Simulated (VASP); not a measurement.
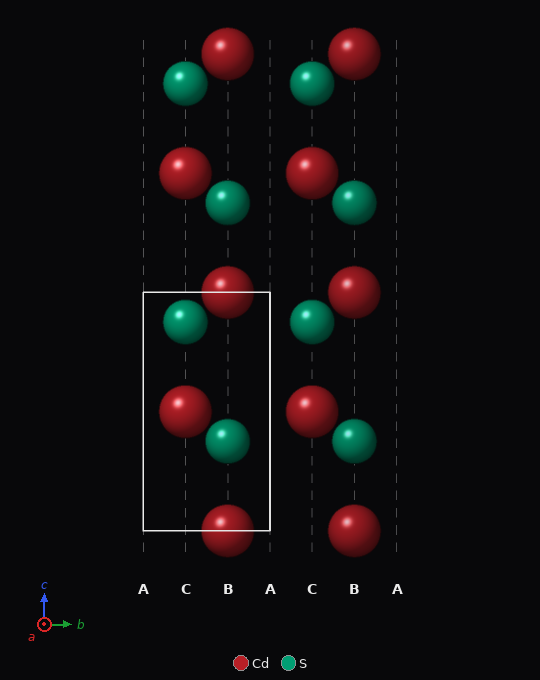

Projection along an edge of the hexagonal mesh, stacking direction c upwards. The dashed lines mark the three columns A (0, 0), B (1/3, 2/3) and C (2/3, 1/3). The sequence starts with the first layer at or above the cell's origin.

System CdS (space group P6_3mc, No. 186); source of the atomic positions: the geometry relaxed with VASP Kohn-Sham DFT of a periodic cell, RPBE, VASP PAW PBE potentials, recommended in VASP 6.6.1.

Question: Give the sequence of layers in one repeat, with element and column.

Answer: Cd(B) – S(B) – Cd(C) – S(C) (four layers in 6.94 Å).

Question: How are the S layers alone stacked?

Answer: S layers alone: BC, the hexagonal close-packed type.

Question: Which positions between or in the S layers do the other atoms fill?

Answer: Cd: two tetrahedral sites (per hexagonal cell).

Question: What short polytype symbol fits?

Answer: Polytype symbol 2H, the symbol of a tetrahedral polytype (number of double layers in the repeat and lattice).
